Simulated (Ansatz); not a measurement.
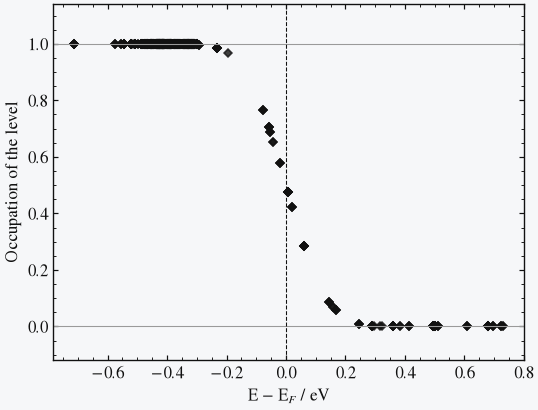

Occupations of the one-electron levels of the k mesh against their energy, from a run on Yb, space group P6_3/mmc (No. 194), 2 atoms in the cell, with Ansatz.

> Which smearing scheme was used (Fermi-Dirac, Gaussian, Methfessel-Paxton or cold), and about what width?

Gaussian smearing with a width of 0.15 eV. The occupations stay between 0 and 1 and die off fast, as an error function; the slope at the Fermi level is 1/(√π × width).
